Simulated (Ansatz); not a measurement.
**BAs (F-43m): refractive index against wavelength**

The refractive index of BAs (F-43m) below the direct gap (3.28 eV on the mesh) is read from one computed spectrum, n = √(Re ε).

Cell: a, b, c = 3.378, 3.378, 3.378 Å (primitive vectors), 2 atoms.

Method: Ansatz 0.2.0, PBE, independent particles, k-mesh 10×10×10 with interpolation inside its cells, Gaussian parameter 0.15 eV.

Launch of the response step: `ansatz run input.yaml --threads 4 --pin off --max-ram 8192MiB --backend cpu --events-out ev --progress --plain --runs-dir out`. The run took 4 s, on 4 threads of Intel(R) Xeon(R) Platinum 8488C (Sapphire Rapids), with other jobs on the host.

```tsv
wavelength (nm)	photon energy E (eV)	n
1550	0.800	3.2103
1310	0.946	3.2235
1064	1.165	?
850	1.459	3.2905
700	1.771	3.3509
633	1.959	3.3960
532	2.331	3.5116
```

In the single-oscillator model n² − 1 = E₀E_d/(E₀² − E²), so 1/(n² − 1) = E₀/E_d − E²/(E₀E_d) is linear in E².

Working, on the rows shown:

| x = E² (eV²) | y = 1/(n² − 1) |
| --- | --- |
| 0.639837 | 0.107457 |
| 0.895757 | 0.106485 |
| 2.12762 | 0.101756 |
| 3.13716 | 0.0977658 |
| 3.83641 | 0.0949414 |
| 5.43137 | 0.0882509 |

Means: x̄ = 2.678, ȳ = 0.099443. Σ(x − x̄)(y − ȳ) = -0.06696, Σ(x − x̄)² = 16.77. Slope = -0.06696 / 16.77 = -0.003994; intercept = ȳ − slope · x̄ = 0.11014. Turned back into n, the line misses the rows shown by at most 0.0036.

Q: What does the fit predict for the withheld row, and how well does it do?

A: At x = 1.3578 the line gives y = 0.10472, that is 3.2480. The run gave 3.2478, so the interpolation is off by 0.00023, 0.1 % of the range in the table.

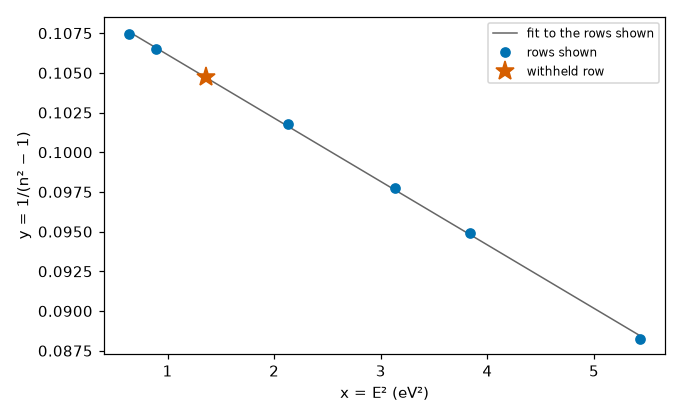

Refitted with all rows, the slope is -0.003995 and the intercept 0.11014. These give E₀ = √(intercept/−slope) = 5.25 eV and E_d = E₀/intercept = 47.7 eV; E₀ is 1.6 times the direct gap. The electronic limit at long wavelengths, without lattice vibrations, is n = √(1 + 1/intercept) = 3.175. Excitons are left out and so are local fields; PBE gaps are as a rule too small. Spin-orbit coupling is left out.

[Logs are printed without paths, hosts, clocks, repeated set-up lines and the standing remarks that a program may print on its own settings, such as how far it seeks lower states.]
